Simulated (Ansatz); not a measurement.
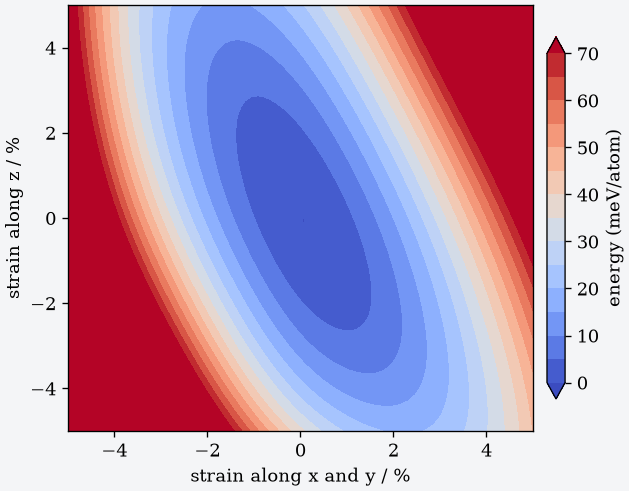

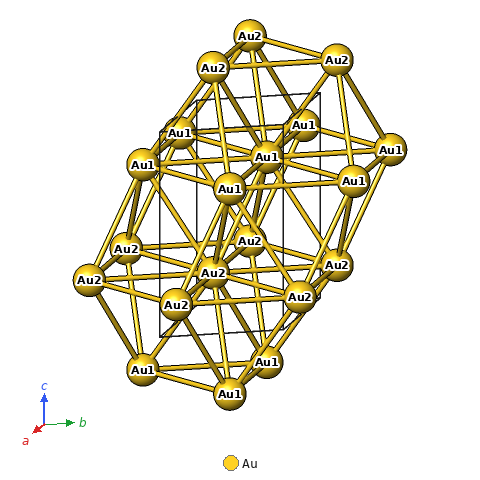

Energy landscape of Au (P6_3/mmc, No. 194; 2 atoms in the cell). The cell is strained homogeneously, by one strain along x and y and another along z, with fractional coordinates fixed (x along [1 0 0], z along [0 0 1] of the conventional cell). First axis: strain along x and y. Second axis: strain along z. The grid has 5 × 5 points. Energies are in meV/atom, from the lowest grid point. The calculation used DFT PBEsol, scalar-relativistic, plane waves, PAW in Ansatz 0.2.0. Settings: cutoff 420 eV, k-mesh 24×24×12 in the order of the run's cell vectors, gaussian smearing 0.15 eV, no spin polarisation.

In the figure: filled contours, one colour for all values above the top of the scale. Between grid points the surface is interpolated. The second picture is the structure at the lowest point

Question: Describe this landscape.

Answer: The lowest grid point is at strain along x and y = 0.0 %, strain along z = 0.0 %. It is the only kind of minimum in the scanned range. The highest grid point, strain along x and y = −5.0 %, strain along z = −5.0 %, lies 264 meV/atom above the lowest. Round the minimum the valley is strongly tilted: raising strain along x and y shifts the best value of strain along z downwards (coupling k₁₂/√(k₁₁k₂₂) about 0.7).

Grid values (meV/atom):

| strain along z ↓, strain along x and y → | −5.0 | −2.5 | 0.0 | 2.5 | 5.0 |
| --- | --- | --- | --- | --- | --- |
| 5.0 | 80 | 17 | 24 | 77 | 163 |
| 2.5 | 95 | 16 | 7 | 46 | 119 |
| 0.0 | 128 | 28 | 0 | 23 | 83 |
| −2.5 | 182 | 58 | 8 | 13 | 57 |
| −5.0 | 264 | 111 | 36 | 20 | 45 |
